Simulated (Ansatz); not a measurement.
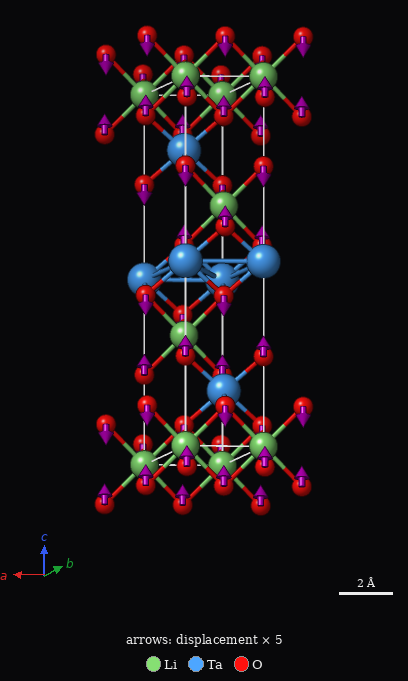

A relaxation of crystalline LiTaO$_{2}$ (built on the layered alpha-NaFeO2 type) (coarse preliminary run). The starting structure is drawn; purple arrows show the displacements (the part carried along by the change of the cell is left out), magnified 5 times.

The picture is a ball-and-stick view of the conventional cell (3 times the calculation's cell), seen from a free direction. Lengths and directions refer to the drawn axes.

Theory: DFT PBE, scalar-relativistic, plane waves, PAW (Ansatz). (plane-wave cutoff 420 eV; k-point mesh 6 × 6 × 6; occupations gaussian; smearing width 0.1 eV; no spin polarisation; cell and atoms relaxed; force threshold 0.05 eV/Å; at most 80 steps)

### Describe the change and its energy.

The largest moves relative to the cell, 0.17 Å, are those of O atoms. Ta and Li stay in place. The drawn cell changes as follows: a 2.958 → 2.876 Å (−2.8 %), b 2.958 → 2.875 Å (−2.8 %), c 14.630 → 16.235 Å (+11.0 %); the volume changes by +4.9 %. Among the contacts that change: Li–Ta 2.977 → 3.175 Å, O–Ta 2.040 → 2.176 Å, Ta–Ta 2.958 → 2.875 Å, Li–O 2.160 → 2.108 Å. Bond angles that change, for instance: Ta–O–Ta 92.9° → 82.7°, Li–O–Ta 90.2° → 95.6°, Li–O–Ta 175.4° → 177.8°. The space group stays R-3m (No. 166). After 6 accepted moves (9 points after the start) the energy has fallen by 1.203 eV per cell of the calculation. Largest force component: 4.6 eV/Å at the start, 0.0026 eV/Å at the end. The pressure goes from 33.83 to −0.03 GPa. The SCF was repeated 3 times at an unchanged geometry on a basis and grid sized afresh for the cell, which shifted the energy by 25.8 meV per cell of the calculation at most.
